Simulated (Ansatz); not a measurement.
Cell and atoms:

```cif
data_structure
_symmetry_space_group_name_H-M 'P 1'
_symmetry_Int_Tables_number 1
_cell_length_a 6.6716
_cell_length_b 6.6716
_cell_length_c 2.5328
_cell_angle_alpha 90.000
_cell_angle_beta 90.000
_cell_angle_gamma 90.000
_cell_volume 112.74
loop_
_atom_site_label
_atom_site_type_symbol
_atom_site_fract_x
_atom_site_fract_y
_atom_site_fract_z
_atom_site_occupancy
Si1 Si 0.35668 0.35668 0.00000 1
Si2 Si 0.64332 0.64332 0.00000 1
Si3 Si 0.85668 0.14332 0.50000 1
Si4 Si 0.14332 0.85668 0.50000 1
N1 N 0.00000 0.00000 0.00000 1
N2 N 0.50000 0.50000 0.50000 1
```

Question: What would you see if this were drawn?

Answer: The stoichiometry is Si2N. The structure has P4_2/mnm (No. 136) symmetry and a primitive tetragonal lattice. Atoms per cell: 6 (4 Si, 2 N).

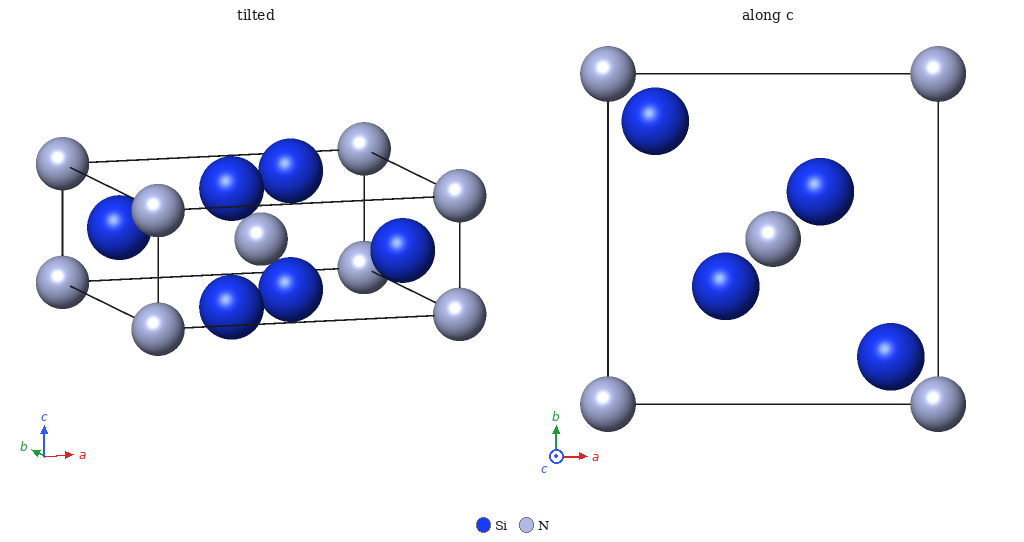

We look at a spheres-only model of the crystal slightly off an axis and along the c axis. Lines trace the edges of the conventional unit cell.

Its origin is a structure listed in the Materials Project, with elements exchanged, so it need not be a known form of the compound. It is drawn as it came out of a relaxation with DFT r2SCAN, scalar-relativistic, plane waves, PAW (Ansatz 0.2.0).
